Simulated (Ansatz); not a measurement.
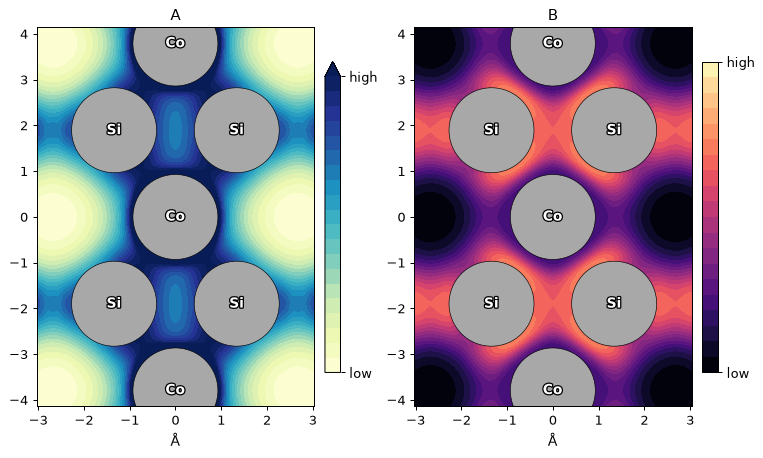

CoSi₂: 2 fields on the (110) plane of the conventional cell, with unlabelled colour scales. Grey discs cover the atomic cores.

Space group Fm-3m; computed without spin polarisation; PAW files of the earlier set (soft_1).

Theory: DFT PBE, scalar-relativistic, plane waves, PAW (Ansatz).

**Which field does each panel show? The fields are: electron localisation function and valence pseudo-density.**

Panel A: valence pseudo-density. Panel B: electron localisation function. From the grid: Co–Si (2.32 Å): ρ is about 0.49 e/Å³ halfway; the ELF peaks at about 0.75 in the valence shell of Si, 0.9 Å from its nucleus, and is about 0.50 at the midpoint.
